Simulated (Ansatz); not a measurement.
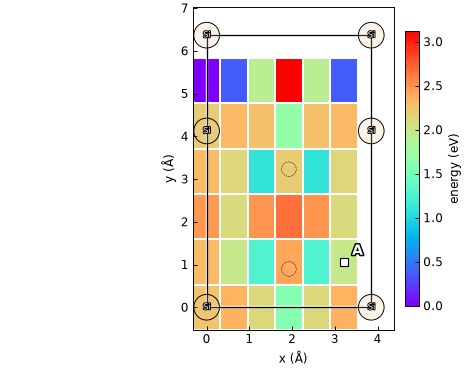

N on a Si(100) slab cut from the P6_3/mmc phase, its upper half relaxed before the scan (16 atoms of substrate and one adsorbate in a 2 × 1 cell). N is moved over the surface cell; relaxed at each place: the height of the adsorbate's atoms; substrate rigid; the origin of the map has the adsorbate above Si13. Places are given modulo a cell vector. The map is drawn in real space over the plane of the surface. Grid: 6 × 6 points; 24 points were computed and 12 follow by symmetry. Places are given in fractions of the 1 × 1 surface cell. Energies are in eV, from the lowest grid point. Energies and slopes of some neighbouring points disagree (a jump in structure or state, or too coarse a mesh). At some places the adsorbate sinks to or below the level of the top layer. The magnetic moment jumps between some neighbouring points. Theory: DFT PBE, scalar-relativistic, plane waves, PAW in Ansatz. Settings: cutoff 420 eV, k-mesh 4×4×1, gaussian smearing 0.05 eV, spin-polarised.

Drawn: one coloured cell a grid point, labelled circles for the atoms of the top layer and small ones for the second layer, the outline of one cell of the plane, the point A.

Question: Is A at rest? If not, where is it pushed?

Answer: A, at (5/6, 1/6) of the cell vectors, is not a stationary point. The computed force is 2.5 eV/Å in the plane, pointing up and left in the picture (components −2.1 and 1.4 eV/Å).

PAW datasets: the set soft_1.
